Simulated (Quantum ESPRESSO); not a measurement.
# Energy of MnO2 along an even scaling of the cell

System: MnO2 (3 atoms in the cell).
Method: Kohn-Sham DFT of a periodic cell, PBEsol, GBRV 1.5 PBEsol, spin-polarised (Quantum ESPRESSO 7.5).

The 7 runs differ only in the geometry, by an even scaling of the cell at fixed fractional positions. The structure derives from a Materials Project entry.

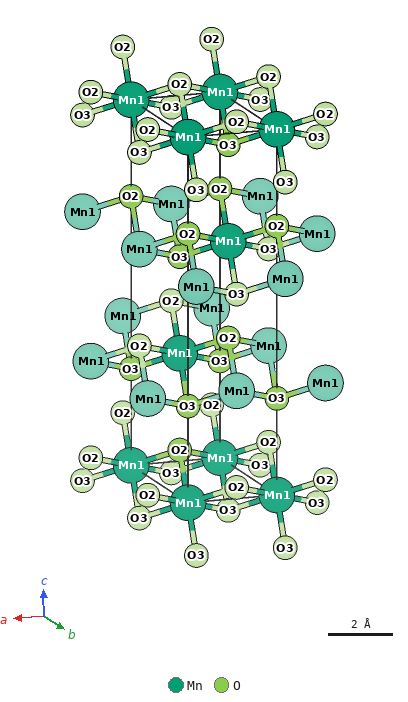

Figure 1. The structure of run 4 (ball-and-stick view of the cell 3 times as large as that of the calculation, set on its symmetry axes, seen at an oblique angle; neighbours outside the cell are drawn fainter; atoms are numbered from 1 in the order of the input).

### The input of run 4
```
&CONTROL
  calculation = 'scf'
  prefix = 'pwscf'
  outdir = './tmp'
  pseudo_dir = './pseudo'
  tprnfor = .true.
  tstress = .true.
  disk_io = 'low'
/
&SYSTEM
  ibrav = 0
  celldm(1) = 8
  nat = 3
  ntyp = 2
  ecutwfc = 45
  ecutrho = 360
  nbnd = 24
  occupations = 'smearing'
  smearing = 'fd'
  degauss = 0.00367493
  nspin = 2
  starting_magnetization(1) = 0.2667
  starting_magnetization(2) = 0
/
&ELECTRONS
  conv_thr = 6d-10
  electron_maxstep = 120
  mixing_beta = 0.3
/
ATOMIC_SPECIES
Mn    54.9380 mn_pbesol_v1.5.uspp.F.UPF
O     15.9990 o_pbesol_v1.2.uspp.F.UPF
CELL_PARAMETERS alat
  0.3374188291675   0.1948088518383   1.0827968949612
 -0.3374188291675   0.1948088518383   1.0827968949612
  0.0000000000000  -0.3896177037002   1.0827968949612
ATOMIC_POSITIONS crystal
Mn     0.0000000000    0.0000000000    0.0000000000
O      0.7356355100    0.7356355100    0.7356355100
O      0.2643644900    0.2643644900    0.2643644900
K_POINTS automatic
11 11 11 0 0 0
```

### File pp_density.in of run 4
```
&INPUTPP
  prefix = 'pwscf'
  outdir = './tmp'
  filplot = 'density.dat'
  plot_num = 0
/
&PLOT
  nfile = 1
  filepp(1) = 'density.dat'
  iflag = 3
  output_format = 6
  fileout = 'density.cube'
/
```

### File pp_potential.in of run 4
```
&INPUTPP
  prefix = 'pwscf'
  outdir = './tmp'
  filplot = 'potential.dat'
  plot_num = 11
/
&PLOT
  nfile = 1
  filepp(1) = 'potential.dat'
  iflag = 3
  output_format = 6
  fileout = 'potential.cube'
/
```

### File pp_spin.in of run 4
```
&INPUTPP
  prefix = 'pwscf'
  outdir = './tmp'
  filplot = 'spin.dat'
  plot_num = 6
/
&PLOT
  nfile = 1
  filepp(1) = 'spin.dat'
  iflag = 3
  output_format = 6
  fileout = 'spin.cube'
/
```

Command:
```bash
OMP_NUM_THREADS=1 mpirun -n 2 pw.x -nk 2 -in pw.in > pw.out
OMP_NUM_THREADS=1 mpirun -n 1 pp.x -in pp_density.in > pp_density.out
OMP_NUM_THREADS=1 mpirun -n 1 pp.x -in pp_potential.in > pp_potential.out
OMP_NUM_THREADS=1 mpirun -n 1 pp.x -in pp_spin.in > pp_spin.out
```

Lattice vectors (Å) and fractional positions of run 4:
```
   1.428435    0.824707    4.583932
  -1.428435    0.824707    4.583932
   0.000000   -1.649414    4.583932
Mn  0.000000  0.000000  0.000000
O   0.735636  0.735636  0.735636
O   0.264364  0.264364  0.264364
```

Run 3 has the same physical settings and fractional positions; its lattice vectors (Å) are:
```
   1.418848    0.819172    4.553166
  -1.418848    0.819172    4.553166
   0.000000   -1.638344    4.553166
```

### Results, with one run withheld

| run | volume per atom (Å³) | free energy per atom, from the lowest run given (meV) | pressure (GPa) | gap on the mesh (eV) |
| --- | --- | --- | --- | --- |
| 1 | 10.152 | 22.01 | 12.70 | 0.54 |
| 2 | 10.368 | 8.17 | 7.43 | 0.62 |
| 3 | 10.584 | ? | ? | ? |
| 4 | 10.800 | 0.00 | −1.46 | 0.77 |
| 5 | 11.016 | 4.34 | −5.22 | 0.85 |
| 6 | 11.232 | 13.41 | −8.56 | 0.92 |
| 7 | 11.448 | 26.75 | −11.55 | 0.98 |

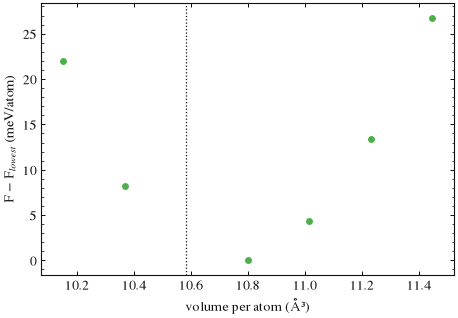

Figure 2. Free energy per atom of the runs given; the dotted line marks run 3.

What should run 3 give?

A cubic polynomial in V^(−2/3) (the Birch–Murnaghan form), fitted to the 6 runs given, misses them by at most 0.02 meV per atom. With x = V^(−2/3) − 0.20442 Å⁻², it reads F = 0.19778 − 813.8 x + 3.632e+05 x² + 6.7742e+05 x³ (meV per atom). At run 3 it gives 1.08 meV per atom, and the run itself gives 1.10. The slope of the fit gives a pressure −dF/dV of 2.93 GPa there, and the run prints 2.71 GPa. The two needn't agree exactly: the fit is approximate, and the printed stress is taken on a finite basis. The fit has its minimum at 10.732 Å³ per atom, where V d²F/dV² gives 205 GPa. Cell shape and fractional positions are held, so this is the stiffness under even scaling; the relaxed bulk modulus wasn't computed and can be far lower in a crystal of layers, chains or molecules like this one. The gap on the mesh goes, without turning, from 0.54 eV in run 1 to 0.98 eV in run 7; run 3 has 0.70 eV. These are gaps of this functional on this mesh, which can miss the band edges; they aren't the measured gap.

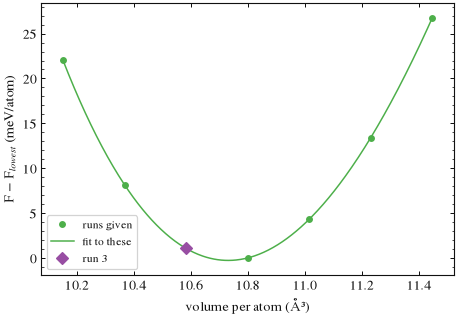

Figure 3. The fit and the withheld run.

### Some lines of the output (run 3)
```
[...]
     total energy              =    -275.60898942 Ry
     total energy              =    -275.60898255 Ry
     total energy              =    -275.60923545 Ry
     total energy              =    -275.60924291 Ry
     total energy              =    -275.60923996 Ry
     total energy              =    -275.60924379 Ry
     total energy              =    -275.60924405 Ry
     total energy              =    -275.60924417 Ry
     total energy              =    -275.60924422 Ry
     the Fermi energy is     8.6053 ev
!    total energy              =    -275.60924426 Ry
     The total energy is F=E-TS. E is the sum of the following terms:
     Computing stress (Cartesian axis) and pressure
          total   stress  (Ry/bohr**3)                   (kbar)     P=       27.15
```

Notes: Semilocal DFT without U tends to delocalise the d electrons of such compounds and to underestimate the gap.
